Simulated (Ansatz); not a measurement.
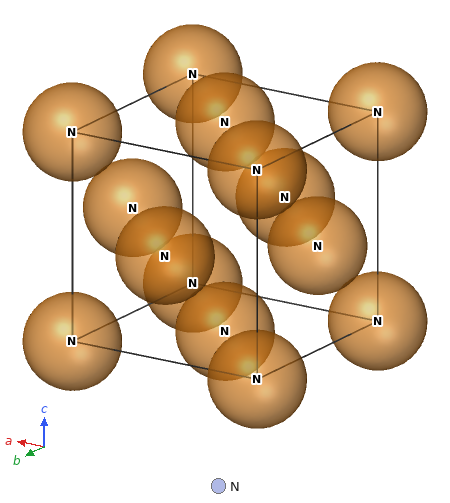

*N. Isosurface of the spin density (up minus down) at +0.04 e/Å³ (orange), seen at an oblique angle.*

Space group P2₁3; changed on purpose from its base cell (volume × 1.10, shape and atoms relaxed); spin-polarised.

Computed with DFT r2SCAN, scalar-relativistic, plane waves, PAW (Ansatz 0.2.0).

The density is the valence pseudo-density of a PAW calculation; it isn't the true density close to the nuclei.

Describe the spin distribution.

Answer. The spin density sits on N: +2.9 μB (×4) in one cell of 4 atoms: parallel main moments (a ferromagnetic arrangement) in this solution. The cell of the calculation (4 atoms) carries 12.0 μB of net spin moment.
